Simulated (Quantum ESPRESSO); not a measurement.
# Run report: WS2, relaxation of cell and atoms (part 1 of 2)

- system: WS2 (P-6m2, 3 atoms in the cell)
- method: Kohn-Sham DFT of a periodic cell, PBE with D3(BJ), PseudoDojo 0.4.1 SR PBE standard, no spin polarisation (Quantum ESPRESSO 7.5)

The structure derives from a Materials Project entry.

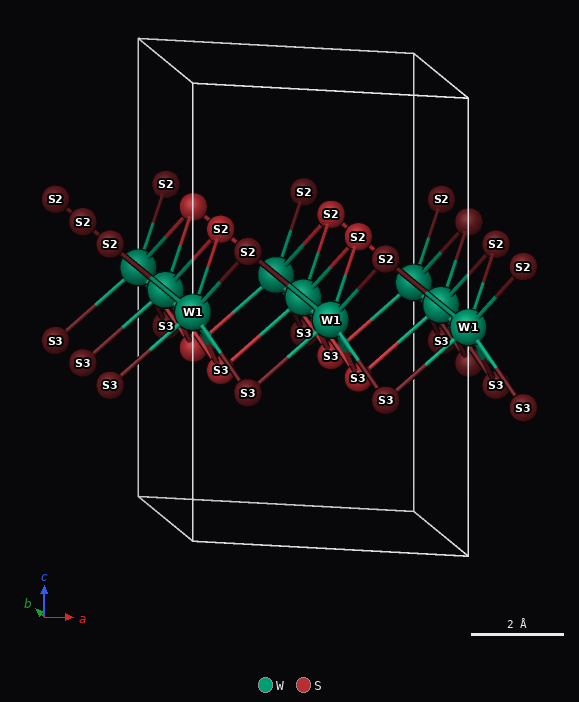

Fig. 1: The structure (ball-and-stick view of the 2 × 2 repeat of the cell, with the vacuum cut short, seen slightly off an axis; neighbours outside the cell are drawn fainter; atoms are numbered from 1 in the order of the input). Near neighbours in the crystal (not all of them lie inside the picture): W has 6 S at 2.41 Å; S has 3 W at 2.41 Å.

### Input
```
&CONTROL
  calculation = 'vc-relax'
  prefix = 'pwscf'
  outdir = './tmp'
  pseudo_dir = './pseudo'
  tprnfor = .true.
  tstress = .true.
  disk_io = 'low'
  nstep = 40
  forc_conv_thr = 0.0004
  etot_conv_thr = 1d-05
/
&SYSTEM
  ibrav = 0
  nat = 3
  ntyp = 2
  ecutwfc = 74
  nbnd = 20
  occupations = 'smearing'
  smearing = 'fd'
  degauss = 0.00367493
  vdw_corr = 'grimme-d3'
  dftd3_version = 4
/
&ELECTRONS
  conv_thr = 6d-10
  electron_maxstep = 120
  mixing_beta = 0.5
/
&IONS
  ion_dynamics = 'bfgs'
/
&CELL
  cell_dynamics = 'bfgs'
  press = 0
  press_conv_thr = 0.3
/
ATOMIC_SPECIES
W    183.8400 W.upf
S     32.0600 S.upf
CELL_PARAMETERS angstrom
   3.1835163552    0.0000000000    0.0000000000
  -1.5917581776    2.7570060369    0.0000000000
   0.0000000000    0.0000000000   16.9505778900
ATOMIC_POSITIONS crystal
W      0.0000000000    0.0000000000    0.0000000000
S      0.3333333333    0.6666666667    0.0920005100
S      0.3333333333    0.6666666667    0.9079994900
K_POINTS automatic
10 10 2 0 0 0
```

Hardware: 1 thread of Arm Neoverse V2, 24 GiB of memory available, shared host.

Run as:
```bash
OMP_NUM_THREADS=1 pw.x -in pw.in > pw.out
```

### What the program printed
```
This program is part of the open-source Quantum ESPRESSO suite
     for quantum simulation of materials; please cite
         "P. Giannozzi et al., J. Phys.:Condens. Matter 21 395502 (2009);
         "P. Giannozzi et al., J. Phys.:Condens. Matter 29 465901 (2017);
         "P. Giannozzi et al., J. Chem. Phys. 152 154105 (2020);
          URL
     in publications or presentations arising from this work. More details at

     Message from routine setup:
     using ibrav=0 with symmetry is DISCOURAGED, use correct ibrav instead

     G-vector sticks info
     --------------------
     sticks:   dense  smooth     PW     G-vecs:    dense   smooth      PW
     Sum         745     745    211                86539    86539   13433

     Using Slab Decomposition

     bravais-lattice index     =            0
     lattice parameter (alat)  =       6.0160  a.u.
     unit-cell volume          =    1003.9820 (a.u.)^3
     number of atoms/cell      =            3
     number of atomic types    =            2
     number of electrons       =        26.00
     number of Kohn-Sham states=           20
     kinetic-energy cutoff     =      74.0000  Ry
     charge density cutoff     =     296.0000  Ry
     scf convergence threshold =      6.0E-10
     mixing beta               =       0.5000
     number of iterations used =            8  plain     mixing
     energy convergence thresh.=      1.0E-05
     force convergence thresh. =      4.0E-04
     press convergence thresh. =      3.0E-01
     Exchange-correlation= PBE
                           (   1   4   3   4   0   0   0)
     nstep                     =           40

     celldm(1)=   6.015974  celldm(2)=   0.000000  celldm(3)=   0.000000
     celldm(4)=   0.000000  celldm(5)=   0.000000  celldm(6)=   0.000000

     crystal axes: (cart. coord. in units of alat)
               a(1) = (   1.000000   0.000000   0.000000 )
               a(2) = (  -0.500000   0.866025   0.000000 )
               a(3) = (   0.000000   0.000000   5.324483 )

     reciprocal axes: (cart. coord. in units 2 pi/alat)
               b(1) = (  1.000000  0.577350 -0.000000 )
               b(2) = (  0.000000  1.154701  0.000000 )
               b(3) = (  0.000000 -0.000000  0.187812 )

     PseudoPot. # 1 for W  read from file:
     W.upf
     Pseudo is Norm-conserving + core correction, Zval = 14.0
     Generated using ONCVPSP code by D. R. Hamann
     Using radial grid of 1396 points,  8 beta functions with:
                l(1) =   0
                l(2) =   0
                l(3) =   1
                l(4) =   1
                l(5) =   2
                l(6) =   2
                l(7) =   3
                l(8) =   3

     PseudoPot. # 2 for S  read from file:
     S.upf
     Pseudo is Norm-conserving + core correction, Zval =  6.0
     Generated using ONCVPSP code by D. R. Hamann
     Using radial grid of 1146 points,  6 beta functions with:
                l(1) =   0
                l(2) =   0
                l(3) =   1
                l(4) =   1
                l(5) =   2
                l(6) =   2

     atomic species   valence    mass     pseudopotential
     W                14.00   183.84000     W ( 1.00)
     S                 6.00    32.06000     S ( 1.00)

     12 Sym. Ops. (no inversion) found

   Cartesian axes

     site n.     atom                  positions (alat units)
         1        W      tau(   1) = (   0.0000000   0.0000000   0.0000000  )
         2        S      tau(   2) = (  -0.0000000   0.5773503   0.4898551  )
         3        S      tau(   3) = (  -0.0000000   0.5773503   4.8346276  )

     --------------------------------------------
     DFT-D3 Dispersion Correction (3-body terms):
     --------------------------------------------
       Reference C6 values for interpolation:

         atom   Coordination number   C6
         S          0.000           268.01
         S          0.995           261.99
         S          1.990           251.62
         W          0.000          1628.72
         W          1.929          1086.81
         W         10.915           796.19

       Values used:

         atom   Coordination number  R0_AB[au]  C6      C8
         W          9.740            3.766    796.19 128250.55
         S          3.669            3.128    251.62  12327.25
         S          3.669            3.128    251.62  12327.25

         Molecular C6 ( Ry / a.u.^6 ) =      3588.74

     number of k points=    28  Fermi-Dirac smearing, width (Ry)=  0.0037
                       cart. coord. in units 2pi/alat
        k(    1) = (   0.0000000   0.0000000   0.0000000), wk =   0.0100000
        k(    2) = (   0.0000000   0.0000000  -0.0939058), wk =   0.0100000
        k(    3) = (   0.0000000   0.1154701   0.0000000), wk =   0.0600000
        k(    4) = (   0.0000000   0.1154701  -0.0939058), wk =   0.0600000
        k(    5) = (   0.0000000   0.2309401   0.0000000), wk =   0.0600000
        k(    6) = (   0.0000000   0.2309401  -0.0939058), wk =   0.0600000
        k(    7) = (   0.0000000   0.3464102   0.0000000), wk =   0.0600000
        k(    8) = (   0.0000000   0.3464102  -0.0939058), wk =   0.0600000
        k(    9) = (   0.0000000   0.4618802   0.0000000), wk =   0.0600000
        k(   10) = (   0.0000000   0.4618802  -0.0939058), wk =   0.0600000
        k(   11) = (   0.0000000  -0.5773503   0.0000000), wk =   0.0300000
        k(   12) = (   0.0000000  -0.5773503  -0.0939058), wk =   0.0300000
        k(   13) = (   0.1000000   0.1732051   0.0000000), wk =   0.0600000
        k(   14) = (   0.1000000   0.1732051  -0.0939058), wk =   0.0600000
        k(   15) = (   0.1000000   0.2886751   0.0000000), wk =   0.1200000
        k(   16) = (   0.1000000   0.2886751  -0.0939058), wk =   0.1200000
        k(   17) = (   0.1000000   0.4041452   0.0000000), wk =   0.1200000
        k(   18) = (   0.1000000   0.4041452  -0.0939058), wk =   0.1200000
        k(   19) = (   0.1000000   0.5196152   0.0000000), wk =   0.1200000
        k(   20) = (   0.1000000   0.5196152  -0.0939058), wk =   0.1200000
        k(   21) = (   0.2000000   0.3464102   0.0000000), wk =   0.0600000
        k(   22) = (   0.2000000   0.3464102  -0.0939058), wk =   0.0600000
        k(   23) = (   0.2000000   0.4618802   0.0000000), wk =   0.1200000
        k(   24) = (   0.2000000   0.4618802  -0.0939058), wk =   0.1200000
        k(   25) = (   0.2000000   0.5773503   0.0000000), wk =   0.0600000
        k(   26) = (   0.2000000   0.5773503  -0.0939058), wk =   0.0600000
        k(   27) = (   0.3000000   0.5196152   0.0000000), wk =   0.0600000
        k(   28) = (   0.3000000   0.5196152  -0.0939058), wk =   0.0600000

     Dense  grid:    86539 G-vectors     FFT dimensions: (  36,  36, 180)

     Initial potential from superposition of free atoms

     starting charge      25.9994, renormalised to      26.0000

     negative rho (up, down):  1.929E-05 0.000E+00
     Starting wfcs are   18 randomized atomic wfcs +    2 random wfcs

     Self-consistent Calculation

     iteration #  1     ecut=    74.00 Ry     beta= 0.50
     Davidson diagonalization with overlap
     ethr =  1.00E-02,  avg # of iterations =  6.5

     Threshold (ethr) on eigenvalues was too large:
     Diagonalizing with lowered threshold

     Davidson diagonalization with overlap
     ethr =  3.23E-04,  avg # of iterations =  4.4

     negative rho (up, down):  7.527E-06 0.000E+00

     total energy              =    -196.08357897 Ry
     estimated scf accuracy    <       0.09416366 Ry

     iteration #  2     ecut=    74.00 Ry     beta= 0.50
     Davidson diagonalization with overlap
     ethr =  3.62E-04,  avg # of iterations =  2.4

     negative rho (up, down):  3.496E-06 0.000E+00

     total energy              =    -196.09461921 Ry
     estimated scf accuracy    <       0.02048223 Ry

     iteration #  3     ecut=    74.00 Ry     beta= 0.50
     Davidson diagonalization with overlap
     ethr =  7.88E-05,  avg # of iterations =  6.5

     negative rho (up, down):  1.746E-06 0.000E+00

     total energy              =    -196.09766938 Ry
     estimated scf accuracy    <       0.02717523 Ry

     iteration #  4     ecut=    74.00 Ry     beta= 0.50
     Davidson diagonalization with overlap
     ethr =  7.88E-05,  avg # of iterations =  2.0

     negative rho (up, down):  2.913E-08 0.000E+00

     total energy              =    -196.10148766 Ry
     estimated scf accuracy    <       0.00070741 Ry

     iteration #  5     ecut=    74.00 Ry     beta= 0.50
     Davidson diagonalization with overlap
     ethr =  2.72E-06,  avg # of iterations =  6.5

     total energy              =    -196.10156800 Ry
     estimated scf accuracy    <       0.00008698 Ry

     iteration #  6     ecut=    74.00 Ry     beta= 0.50
     Davidson diagonalization with overlap
     ethr =  3.35E-07,  avg # of iterations =  2.3

     total energy              =    -196.10158433 Ry
     estimated scf accuracy    <       0.00000319 Ry

     iteration #  7     ecut=    74.00 Ry     beta= 0.50
     Davidson diagonalization with overlap
     ethr =  1.23E-08,  avg # of iterations =  4.0

     total energy              =    -196.10158575 Ry
     estimated scf accuracy    <       0.00000069 Ry

     iteration #  8     ecut=    74.00 Ry     beta= 0.50
     Davidson diagonalization with overlap
     ethr =  2.66E-09,  avg # of iterations =  2.0

     total energy              =    -196.10158590 Ry
     estimated scf accuracy    <       0.00000001 Ry

     iteration #  9     ecut=    74.00 Ry     beta= 0.50
     Davidson diagonalization with overlap
     ethr =  4.10E-11,  avg # of iterations =  4.0

     total energy              =    -196.10158590 Ry
     estimated scf accuracy    <          5.0E-09 Ry

     iteration # 10     ecut=    74.00 Ry     beta= 0.50
     Davidson diagonalization with overlap
     ethr =  1.93E-11,  avg # of iterations =  2.0

     End of self-consistent calculation

          k = 0.0000 0.0000 0.0000 ( 10809 PWs)   bands (ev):

   -73.7420 -37.9801 -37.8285 -37.8285 -14.4953 -12.8218  -6.0572  -2.6121
    -2.6121  -1.7838  -1.3678  -1.3678   0.2929   3.1810   3.1810   3.3610
     3.3610   5.2571   5.7911   5.8544

          k = 0.0000 0.0000-0.0939 ( 10780 PWs)   bands (ev):

   -73.7420 -37.9801 -37.8285 -37.8285 -14.4953 -12.8218  -6.0572  -2.6121
    -2.6121  -1.7838  -1.3678  -1.3678   0.2929   3.1810   3.1810   3.3610
     3.3610   5.3029   5.5846   6.0346

          k = 0.0000 0.1155 0.0000 ( 10789 PWs)   bands (ev):

   -73.7404 -37.9743 -37.8609 -37.8360 -14.3314 -12.7633  -5.8634  -3.0246
    -2.4520  -2.3426  -1.6179  -1.0959   0.1976   2.9953   3.0630   3.2175
     3.4823   5.6483   5.9868   6.3895

          k = 0.0000 0.1155-0.0939 ( 10810 PWs)   bands (ev):

   -73.7404 -37.9743 -37.8609 -37.8360 -14.3314 -12.7633  -5.8634  -3.0246
    -2.4520  -2.3426  -1.6179  -1.0959   0.1976   2.9954   3.0630   3.2175
     3.4823   5.7599   5.7822   6.5446

          k = 0.0000 0.2309 0.0000 ( 10790 PWs)   bands (ev):

   -73.7362 -37.9589 -37.9450 -37.8557 -13.8763 -12.6017  -5.3828  -3.8816
    -3.1530  -2.1531  -2.0280  -1.1747  -0.2320   2.6286   2.9486   3.2134
     4.1115   6.2603   6.5397   7.3880

          k = 0.0000 0.2309-0.0939 ( 10786 PWs)   bands (ev):

   -73.7362 -37.9589 -37.9450 -37.8557 -13.8763 -12.6017  -5.3828  -3.8816
    -3.1530  -2.1531  -2.0280  -1.1747  -0.2320   2.6287   2.9486   3.2134
     4.1115   6.3516   6.3934   7.7398

          k = 0.0000 0.3464 0.0000 ( 10784 PWs)   bands (ev):

   -73.7311 -38.0473 -37.9399 -37.8799 -13.2432 -12.3815  -5.3063  -4.2806
    -3.9657  -2.6749  -1.5123  -1.4996  -0.8071   2.7854   2.8368   3.7615
     4.6617   6.9287   7.3114   7.6342

          k = 0.0000 0.3464-0.0939 ( 10796 PWs)   bands (ev):

   -73.7311 -38.0473 -37.9399 -37.8799 -13.2432 -12.3815  -5.3063  -4.2806
    -3.9657  -2.6749  -1.5123  -1.4996  -0.8071   2.7854   2.8368   3.7615
     4.6617   6.9735   7.1935   7.7414

          k = 0.0000 0.4619 0.0000 ( 10820 PWs)   bands (ev):

   -73.7270 -38.1288 -37.9244 -37.8994 -12.6421 -12.1823  -5.9149  -4.5977
    -4.1243  -3.0291  -1.7311  -1.1352  -0.8380   2.9904   3.2387   4.2251
     4.9670   6.2215   7.7858   7.8377

          k = 0.0000 0.4619-0.0939 ( 10784 PWs)   bands (ev):

   -73.7270 -38.1288 -37.9244 -37.8994 -12.6421 -12.1823  -5.9149  -4.5977
    -4.1243  -3.0291  -1.7311  -1.1352  -0.8380   2.9904   3.2387   4.2251
     4.9670   6.2216   7.7777   7.8533

          k = 0.0000-0.5774 0.0000 ( 10798 PWs)   bands (ev):

   -73.7254 -38.1596 -37.9185 -37.9068 -12.3801 -12.0999  -6.2022  -4.8393
    -4.1341  -3.1529  -1.8039  -1.0097  -0.6246   3.1345   3.5981   4.3582
     5.0563   5.3912   7.9285   8.1790

          k = 0.0000-0.5774-0.0939 ( 10852 PWs)   bands (ev):

   -73.7254 -38.1596 -37.9185 -37.9068 -12.3801 -12.0999  -6.2022  -4.8393
    -4.1341  -3.1529  -1.8039  -1.0097  -0.6246   3.1345   3.5981   4.3582
     5.0563   5.3912   7.9283   8.1800

          k = 0.1000 0.1732 0.0000 ( 10797 PWs)   bands (ev):

   -73.7375 -37.9637 -37.9169 -37.8520 -14.0215 -12.6528  -5.5137  -3.6400
    -2.8482  -2.2131  -2.1875  -0.9510  -0.0644   2.6506   3.0027   3.0076
     4.0206   6.0999   6.3649   7.2315

          k = 0.1000 0.1732-0.0939 ( 10784 PWs)   bands (ev):

   -73.7375 -37.9637 -37.9169 -37.8520 -14.0215 -12.6528  -5.5137  -3.6400
    -2.8482  -2.2131  -2.1875  -0.9510  -0.0644   2.6506   3.0027   3.0076
     4.0205   6.1684   6.2486   7.5728

          k = 0.1000 0.2887 0.0000 ( 10799 PWs)   bands (ev):

   -73.7329 -38.0044 -37.9465 -37.8796 -13.4738 -12.4589  -5.1028  -4.2901
    -3.5605  -2.8627  -1.8936  -1.1013  -0.5380   2.4384   3.0035   3.2943
     4.6641   6.8049   7.0614   7.9492

          k = 0.1000 0.2887-0.0939 ( 10782 PWs)   bands (ev):

   -73.7329 -38.0044 -37.9465 -37.8796 -13.4738 -12.4589  -5.1028  -4.2901
    -3.5605  -2.8627  -1.8936  -1.1013  -0.5380   2.4384   3.0035   3.2943
     4.6640   6.8988   6.9251   8.2171

          k = 0.1000 0.4041 0.0000 ( 10793 PWs)   bands (ev):

   -73.7282 -38.0902 -37.9292 -37.9074 -12.8438 -12.2412  -5.5243  -4.3818
    -4.1283  -3.1137  -1.8663  -1.4725  -0.6388   2.6674   3.2382   3.8639
     4.9838   7.1246   7.7287   7.8612

          k = 0.1000 0.4041-0.0939 ( 10792 PWs)   bands (ev):

   -73.7282 -38.0902 -37.9292 -37.9074 -12.8438 -12.2412  -5.5243  -4.3818
    -4.1283  -3.1137  -1.8663  -1.4725  -0.6388   2.6674   3.2382   3.8639
     4.9837   7.1274   7.7780   7.7967

          k = 0.1000 0.5196 0.0000 ( 10798 PWs)   bands (ev):

   -73.7254 -38.1427 -37.9245 -37.9185 -12.3906 -12.0912  -5.9838  -4.8912
    -4.0740  -3.1714  -1.7837  -1.7507  -0.3879   3.0253   3.5600   4.3971
     4.8325   5.9016   8.3915   8.4861

          k = 0.1000 0.5196-0.0939 ( 10804 PWs)   bands (ev):

   -73.7254 -38.1427 -37.9245 -37.9185 -12.3906 -12.0912  -5.9838  -4.8912
    -4.0740  -3.1714  -1.7837  -1.7507  -0.3879   3.0253   3.5600   4.3971
     4.8325   5.9016   8.3965   8.4827

          k = 0.2000 0.3464 0.0000 ( 10762 PWs)   bands (ev):

   -73.7287 -38.0647 -37.9311 -37.9214 -12.9196 -12.2606  -5.2336  -4.2460
    -4.1430  -3.3020  -2.3267  -1.2302  -0.5647   2.4695   3.2912   3.5190
     5.1500   7.5775   7.8666   7.9705

          k = 0.2000 0.3464-0.0939 ( 10788 PWs)   bands (ev):

   -73.7287 -38.0647 -37.9311 -37.9214 -12.9196 -12.2606  -5.2336  -4.2460
    -4.1430  -3.3020  -2.3267  -1.2302  -0.5647   2.4695   3.2912   3.5190
     5.1500   7.6424   7.7561   7.9855

          k = 0.2000 0.4619 0.0000 ( 10783 PWs)   bands (ev):

   -73.7254 -38.1069 -37.9614 -37.9185 -12.4073 -12.0769  -5.5287  -4.9685
    -3.9149  -3.2271  -2.8185  -1.6240  -0.3181   2.7844   3.5694   3.8445
     5.3254   6.9138   8.4205   8.7578
```
